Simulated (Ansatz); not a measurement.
This input was run:

```
crystal:
  lattice:
    - [-1.9959628, 1.9959628, 14.1342286]
    - [1.9959628, -1.9959628, 14.1342286]
    - [1.9959628, 1.9959628, -14.1342286]
  atoms:
    - { symbol: Ga, position: [0.698447, 0.698447, 0.0] }
    - { symbol: Ga, position: [0.301553, 0.301553, 0.0] }
    - { symbol: Ga, position: [0.90452, 0.90452, 0.0] }
    - { symbol: Ga, position: [0.5, 0.5, 0.0] }
    - { symbol: Ga, position: [0.09548, 0.09548, 0.0] }
    - { symbol: P, position: [0.952248, 0.452248, 0.5] }
    - { symbol: P, position: [0.547752, 0.047752, 0.5] }
    - { symbol: As, position: [0.353004, 0.853004, 0.5] }
    - { symbol: As, position: [0.146996, 0.646996, 0.5] }
    - { symbol: As, position: [0.75, 0.25, 0.5] }
basis:
  ecutwfc: 420
kpoints:
  mp_grid: { grid: [10, 10, 10] }
  band_path:
    path:
      - [[0.0, 0.0, 0.0], [0.0, 0.0, 0.5], [0.25, 0.25, 0.25], [0.0, 0.5, 0.0], [0.0, 0.0, 0.0], [0.5, 0.5, -0.5], [0.25498541, 0.74501459, -0.25498541]]
      - [[-0.25498541, 0.25498541, 0.25498541], [0.0, 0.0, 0.0]]
      - [[0.0, 0.0, 0.5], [-0.00997082, 0.00997082, 0.5]]
      - [[0.5, 0.5, -0.00997082], [0.5, 0.5, -0.5]]
    npoints: 14
hamiltonian:
  xc: pbe
scf:
  occupations: { method: gaussian, width: 0.02 }
  n_extra_bands: 25
output:
  forces: true
  stress: true
  eigenvalues: true
  populations: true
  dos: { projected: true, de: 0.02, nscf_kmesh: { grid: [15, 15, 15] } }
  bader: true
  write_density: true
  write_potential: true
  elf: true
  volumetric_format: npy
```

Launched with:
```bash
ansatz run input.yaml --threads 4 --pin off --max-ram 8192MiB --backend cpu --events-out ev --progress --plain --runs-dir out
```

Predict the main features of the band structure. The path is Γ–X–P–N–Γ–M–S|S0–Γ|X–R|G–M.

A semiconductor. The gap along this path is 0.66 eV and direct: both edges lie at Γ. Two bands meet at the valence-band top at Γ: it is doubly degenerate (spin aside). The next level lies only 0.07 eV lower. The top valence band spans 2.6 eV and the lowest conduction band 2.1 eV. The direct gaps are 4.32 eV at P, 4.14 eV at X and 0.66 eV at Γ.

The structure is an invented one, so it need not be a known or stable phase.

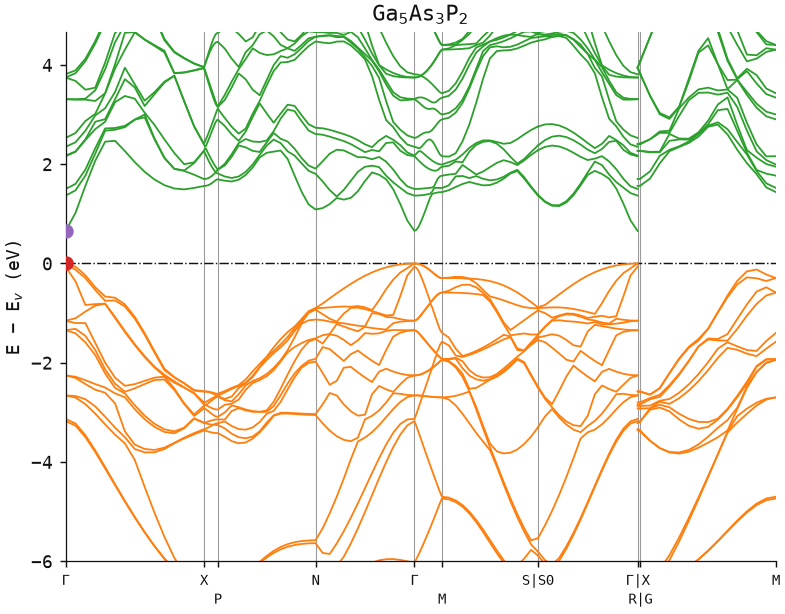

Band structure. Energies are counted from the top of the valence band.
